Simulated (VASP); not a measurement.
## Geometry relaxation of BN (part 2 of 3)

BN (P6₃/mmc, 4 atoms in the cell); Kohn-Sham DFT of a periodic cell, LDA, VASP PAW LDA potentials, recommended, no spin polarisation (VASP 6.6.1); cutoff 350 eV, 9×9×4 k-mesh, Gaussian smearing of 0.02 eV. The structure derives from an entry of the Crystallography Open Database.

Geometry of the input (Å; fractional positions):
```
2.4982  0.0000  0.0000
-1.2491  2.1635  0.0000
0.0000  0.0000  6.6357
B  0.3333  0.6667  0.2500
B  0.6667  0.3333  0.7500
N  0.3333  0.6667  0.7500
N  0.6667  0.3333  0.2500
```

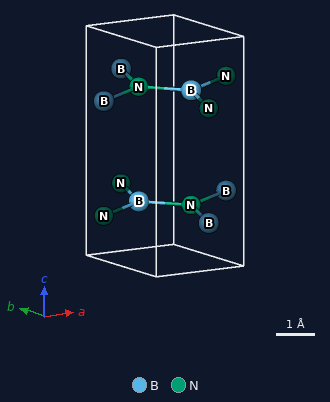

*The starting structure (ball-and-stick view of the cell of the calculation, seen at an oblique angle; neighbours outside the cell are drawn fainter).*

## Parts of OUTCAR, continued
```
Automatic generation of k-mesh.
 Grid dimensions read from file:
 generate k-points for:    9    9    4

 Generating k-lattice:

  Cartesian coordinates                     Fractional coordinates (reciprocal lattice)
     0.044475755  0.025678089  0.000000000     0.111111111 -0.000000000  0.000000000
     0.000000000  0.051356179  0.000000000     0.000000000  0.111111111  0.000000000
     0.000000000  0.000000000  0.037675000     0.000000000  0.000000000  0.250000000

  Length of vectors
     0.051356179  0.051356179  0.037675000

  Shift w.r.t. Gamma in fractional coordinates (k-lattice)
     0.000000000  0.000000000  0.000000000

 Subroutine IBZKPT returns following result:
 ===========================================

 Found     36 irreducible k-points:

 Following reciprocal coordinates:
            Coordinates               Weight
  0.000000  0.000000  0.000000      1.000000
  0.111111 -0.000000  0.000000      6.000000
  0.222222 -0.000000  0.000000      6.000000
  0.333333  0.000000  0.000000      6.000000
  0.444444 -0.000000  0.000000      6.000000
  0.111111  0.111111  0.000000      6.000000
  0.222222  0.111111  0.000000     12.000000
  0.333333  0.111111  0.000000     12.000000
  0.444444  0.111111  0.000000      6.000000
  0.222222  0.222222  0.000000      6.000000
  0.333333  0.222222  0.000000     12.000000
  0.333333  0.333333  0.000000      2.000000
  0.000000  0.000000  0.250000      2.000000
  0.111111 -0.000000  0.250000     12.000000
  0.222222 -0.000000  0.250000     12.000000
  0.333333  0.000000  0.250000     12.000000
  0.444444 -0.000000  0.250000     12.000000
  0.111111  0.111111  0.250000     12.000000
  0.222222  0.111111  0.250000     24.000000
  0.333333  0.111111  0.250000     24.000000
  0.444444  0.111111  0.250000     12.000000
  0.222222  0.222222  0.250000     12.000000
  0.333333  0.222222  0.250000     24.000000
  0.333333  0.333333  0.250000      4.000000
 [... further k-points ...]
   k-points           NKPTS =     36   k-points in BZ     NKDIM =     36   number of bands    NBANDS=     12
   number of dos      NEDOS =    301   number of ions     NIONS =      4
   total plane-waves  NPLWV =  10240
   dimension x,y,z NGX =    16 NGY =   16 NGZ =   40
   dimension x,y,z NGXF=    32 NGYF=   32 NGZF=   80
   ions per type =               2   2
   NGX,Y,Z   is equivalent  to a cutoff of  10.65, 10.65, 10.02 a.u.
   NGXF,Y,Z  is equivalent  to a cutoff of  21.29, 21.29, 20.04 a.u.
 SYSTEM =  unknown system
   PREC   = accura    normal or accurate (medium, high low for compatibility)
   ISTART =      0    job   : 0-new  1-cont  2-samecut
   ICHARG =      2    charge: 1-file 2-atom 10-const
   ISPIN  =      1    spin polarized calculation?
   LNONCOLLINEAR =      F non collinear calculations
   LSORBIT =      F    spin-orbit coupling
   LASPH  =      T    aspherical Exc in radial PAW
   ENCUT  =  350.0 eV  25.72 Ry    5.07 a.u.   3.81  3.81 10.12*2*pi/ulx,y,z
   NELM   =     60;   NELMIN=  2; NELMDL= -5     # of ELM steps
   EDIFF  = 0.1E-06   stopping-criterion for ELM
   LREAL  =      F    real-space projection
   EDIFFG = -.2E-02   stopping-criterion for IOM
   NSW    =     80    number of steps for IOM
   IBRION =      2    ionic relax: 0-MD 1-quasi-New 2-CG
   NFREE  =      1    steps in history (QN), initial steepest desc. (CG)
   ISIF   =      3    stress and relaxation
   ISYM   =      2    0-nonsym 1-usesym 2-fastsym
   POTIM  = 0.5000    time-step for ionic-motion
   TEBEG  =    0.0;   TEEND  =   0.0 temperature during run
   PSTRESS=    0.0 pullay stress
   NELECT =      16.0000    total number of electrons
   NUPDOWN=      -1.0000    fix difference up-down
   EMIN   =  10.00;   EMAX   =-10.00  energy-range for DOS
   EFERMI =   0.00;   METHOD = LEGACY
   ISMEAR =     0;   SIGMA  =   0.02  broadening in eV -4-tet -1-fermi 0-gaus
   EFERMI_NEDOS =   21; number of points for ismear=-14 and -15
   IALGO  =     68    algorithm
   IMIX   =      4    mixing-type and parameters
     AMIX     =   0.40;   BMIX     =  1.00
     AMIX_MAG =   1.60;   BMIX_MAG =  1.00
  volume/ion in A,a.u.               =       8.97        60.51
  Fermi-wavevector in a.u.,A,eV,Ry     =   1.250891  2.363842 21.289433  1.564729
  Thomas-Fermi vector in A             =   2.384864
   LORBIT       =      0    0 simple, 1 ext, 2 COOP (PROOUT), +10 PAW based schemes
   GGA     = CA    functional components
   LHFCALC =     F    Hartree Fock is set to
   AEXX    =    0.0000 exact exchange contribution
   IVDW    =     0    specifies the selected vdW correction
   LEPSILON=     F    determine dielectric tensor
   LRPA    =     F    only Hartree local field effects (RPA)
 conjugate gradient relaxation of ions
 non-spin polarized calculation
 RMM-DIIS sequential band-by-band and
 Gauss-broadening in eV      SIGMA  =   0.02
  energy-cutoff  :      350.00
  volume of cell :       35.87
 maximum number of plane-waves:       549
 NGX is ok and might be reduce to    16
   NGX =  7   NGY =  7   NGZ = 21

--------------------------------------- Ionic step        1  -------------------------------------------

 number of electron      15.9999998 magnetization

 Free energy of the ion-electron system (eV)
  ---------------------------------------------------
  ext. energy  EPLUGINS =         0.00000000
  ---------------------------------------------------
  free energy    TOTEN  =       -38.55964760 eV

  energy without entropy =      -38.55964760  energy(sigma->0) =      -38.55964760

------------------------ aborting loop because EDIFF is reached ----------------------------------------

  FORCE on cell =-STRESS in cart. coord.  units (eV):
  Direction    XX          YY          ZZ          XY          YZ          ZX
  --------------------------------------------------------------------------------------
  -------------------------------------------------------------------------------------
  Total       -3.0840900     -3.0840900     -2.8174282      0.0000000     -0.0000000      0.0000000
  in kB     -137.7691381   -137.7691375   -125.8571066      0.0000000     -0.0000000      0.0000000
  external PRESSURE =    -133.7984607 kB  Pullay stress =       0.0000000 kB

 VOLUME and BASIS-vectors are now :
 -----------------------------------------------------------------------------
  energy-cutoff  :      350.00
  volume of cell :       35.87
      direct lattice vectors                 reciprocal lattice vectors
     2.498240000  0.000000000  0.000000000     0.400281798  0.231102805  0.000000000
    -1.249120000  2.163539300  0.000000000     0.000000000  0.462205609  0.000000000
     0.000000000  0.000000000  6.635700000     0.000000000  0.000000000  0.150700002

 POSITION                                       TOTAL-FORCE (eV/Angst)
 -----------------------------------------------------------------------------------
     -0.00000      1.44236      1.65892        -0.000000      0.000000      0.000000
      1.24912      0.72118      4.97677        -0.000000     -0.000000      0.000000
     -0.00000      1.44236      4.97677         0.000000      0.000000      0.000000
      1.24912      0.72118      1.65892        -0.000000     -0.000000      0.000000
 -----------------------------------------------------------------------------------
    total drift:                               -0.000002      0.000001      0.000000

  FREE ENERGIE OF THE ION-ELECTRON SYSTEM (eV)
  ---------------------------------------------------
  free  energy   TOTEN  =       -38.5596475951 eV

  energy  without entropy=      -38.5596475951  energy(sigma->0) =      -38.55964760

--------------------------------------- Ionic step        2  -------------------------------------------

 number of electron      16.0000007 magnetization

------------------------ aborting loop because EDIFF is reached ----------------------------------------

  FORCE on cell =-STRESS in cart. coord.  units (eV):
  Direction    XX          YY          ZZ          XY          YZ          ZX
  --------------------------------------------------------------------------------------
  -------------------------------------------------------------------------------------
  Total        7.9311886      7.9311886     -1.5205851      0.0000000     -0.0000000      0.0000000
  in kB      395.6411540    395.6411524    -75.8532030      0.0000000     -0.0000000      0.0000000
  external PRESSURE =     238.4763678 kB  Pullay stress =       0.0000000 kB

 VOLUME and BASIS-vectors are now :
 -----------------------------------------------------------------------------
  energy-cutoff  :      350.00
  volume of cell :       32.12
      direct lattice vectors                 reciprocal lattice vectors
     2.405315035  0.000000000  0.000000000     0.415745957  0.240031040  0.000000000
    -1.202657517  2.083063920  0.000000000    -0.000000000  0.480062081  0.000000000
     0.000000000 -0.000000000  6.410218562     0.000000000 -0.000000000  0.156000921

 POSITION                                       TOTAL-FORCE (eV/Angst)
 -----------------------------------------------------------------------------------
     -0.00000      1.38871      1.60255        -0.000000      0.000000      0.000000
      1.20266      0.69435      4.80766         0.000000     -0.000000      0.000000
     -0.00000      1.38871      4.80766         0.000000     -0.000000      0.000000
      1.20266      0.69435      1.60255        -0.000000      0.000000      0.000000
 -----------------------------------------------------------------------------------
    total drift:                               -0.000002      0.000001      0.000000

  FREE ENERGIE OF THE ION-ELECTRON SYSTEM (eV)
  ---------------------------------------------------
  free  energy   TOTEN  =       -38.4584327833 eV

  energy  without entropy=      -38.4584327833  energy(sigma->0) =      -38.45843278

--------------------------------------- Ionic step        3  -------------------------------------------

 number of electron      16.0000002 magnetization

------------------------ aborting loop because EDIFF is reached ----------------------------------------

  FORCE on cell =-STRESS in cart. coord.  units (eV):
  Direction    XX          YY          ZZ          XY          YZ          ZX
  --------------------------------------------------------------------------------------
  -------------------------------------------------------------------------------------
  Total        0.9539151      0.9539151     -2.2869326     -0.0000000      0.0000000      0.0000000
  in kB       44.4428424     44.4428422   -106.5480456     -0.0000000      0.0000000      0.0000000
  external PRESSURE =      -5.8874536 kB  Pullay stress =       0.0000000 kB

 VOLUME and BASIS-vectors are now :
 -----------------------------------------------------------------------------
  energy-cutoff  :      350.00
  volume of cell :       34.39
      direct lattice vectors                 reciprocal lattice vectors
     2.462425768  0.000000000  0.000000000     0.406103613  0.234464031  0.000000000
    -1.231212884  2.132523266  0.000000000    -0.000000000  0.468928061  0.000000000
     0.000000000 -0.000000000  6.548797148     0.000000000 -0.000000000  0.152699798

 POSITION                                       TOTAL-FORCE (eV/Angst)
 -----------------------------------------------------------------------------------
     -0.00000      1.42168      1.63720        -0.000000      0.000000      0.000000
      1.23121      0.71084      4.91160         0.000000     -0.000000      0.000000
     -0.00000      1.42168      4.91160        -0.000000     -0.000000      0.000000
      1.23121      0.71084      1.63720         0.000000      0.000000      0.000000
 -----------------------------------------------------------------------------------
    total drift:                               -0.000002      0.000001      0.000000

  FREE ENERGIE OF THE ION-ELECTRON SYSTEM (eV)
  ---------------------------------------------------
  free  energy   TOTEN  =       -38.6244652576 eV

  energy  without entropy=      -38.6244652576  energy(sigma->0) =      -38.62446526

--------------------------------------- Ionic step        4  -------------------------------------------

 number of electron      15.9999998 magnetization

------------------------ aborting loop because EDIFF is reached ----------------------------------------

  FORCE on cell =-STRESS in cart. coord.  units (eV):
  Direction    XX          YY          ZZ          XY          YZ          ZX
  --------------------------------------------------------------------------------------
  -------------------------------------------------------------------------------------
  Total        0.4991105      0.4991105     -1.5092300     -0.0000000     -0.0000000      0.0000000
  in kB       23.8994925     23.8994924    -72.2682241     -0.0000000     -0.0000000      0.0000000
  external PRESSURE =      -8.1564131 kB  Pullay stress =       0.0000000 kB

 VOLUME and BASIS-vectors are now :
 -----------------------------------------------------------------------------
  energy-cutoff  :      350.00
  volume of cell :       33.46
      direct lattice vectors                 reciprocal lattice vectors
     2.467933654  0.000000000  0.000000000     0.405197278  0.233940758  0.000000000
    -1.233966827  2.137293235  0.000000000    -0.000000000  0.467881517  0.000000000
     0.000000000 -0.000000000  6.343384595     0.000000000 -0.000000000  0.157644548

 POSITION                                       TOTAL-FORCE (eV/Angst)
 -----------------------------------------------------------------------------------
     -0.00000      1.42486      1.58585         0.000000      0.000000      0.000000
      1.23397      0.71243      4.75754         0.000000     -0.000000      0.000000
     -0.00000      1.42486      4.75754        -0.000000     -0.000000      0.000000
      1.23397      0.71243      1.58585        -0.000000      0.000000      0.000000
 -----------------------------------------------------------------------------------
    total drift:                               -0.000002      0.000001      0.000000

  FREE ENERGIE OF THE ION-ELECTRON SYSTEM (eV)
  ---------------------------------------------------
  free  energy   TOTEN  =       -38.6880080970 eV

  energy  without entropy=      -38.6880080970  energy(sigma->0) =      -38.68800810

--------------------------------------- Ionic step        5  -------------------------------------------

 number of electron      15.9999994 magnetization

------------------------ aborting loop because EDIFF is reached ----------------------------------------
```
